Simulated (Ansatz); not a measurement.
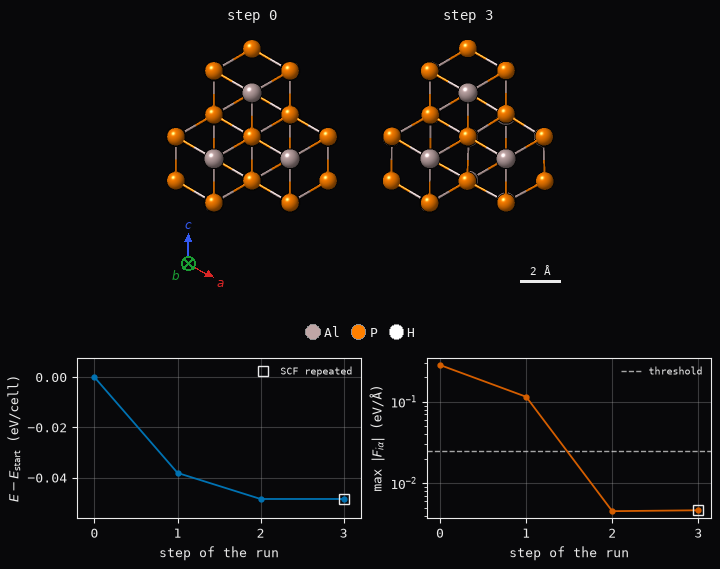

First and last geometry of a relaxation of a defect cell of composition Al₁₆P₁₆H (cell charge −1), with the history of the run. Style: ball-and-stick. Shown: the atoms within 5.0 Å of the atom that moves most (axes of the cell of the calculation), along the b axis.

Case: H interstitial, charge -1, atoms relaxed at the host's cell.

All numbers below come from Ansatz 0.2.0, DFT PBE, scalar-relativistic, plane waves, PAW. Settings: plane-wave cutoff 420 eV; k-point mesh 2 × 2 × 2; occupations gaussian; smearing width 0.01 eV; mesh shifted by (0.5, 0.5, 0.5); no spin polarisation; atoms relaxed in a fixed cell; force threshold 0.025 eV/Å; at most 45 steps.

What do the curves and the structures tell?

It converged. The largest moves, 0.053 Å, are those of Al atoms. By element the largest moves are Al 0.053 Å, P 0.041 Å. H stays in place. The lattice vectors keep their values. Some distances before and after: Al–P 2.386 → 2.370 Å, Al–P 2.384 → 2.389 Å. Bond angles that change, for instance: P–Al–P 109.5° → 113.5°, P–Al–P 109.4° → 107.2°, Al–P–Al 109.4° → 107.4°. After 2 accepted moves (3 points after the start) the energy has fallen by 48.4 meV per cell of the calculation. The largest force component goes from 0.28 to 0.0047 eV/Å. 1 step only repeated the SCF at the same geometry.

```
step  E − E(0), meV/atom  largest force component, eV/Å                         note
   0                0.00                         0.2833                             
   1               -1.15                         0.1155                             
   2               -1.47                         0.0045                             
   3               -1.47                         0.0047  same geometry, SCF repeated
```

Limits of the set-up: the cell is charged, on a uniform background, and energies carry no finite-size correction.
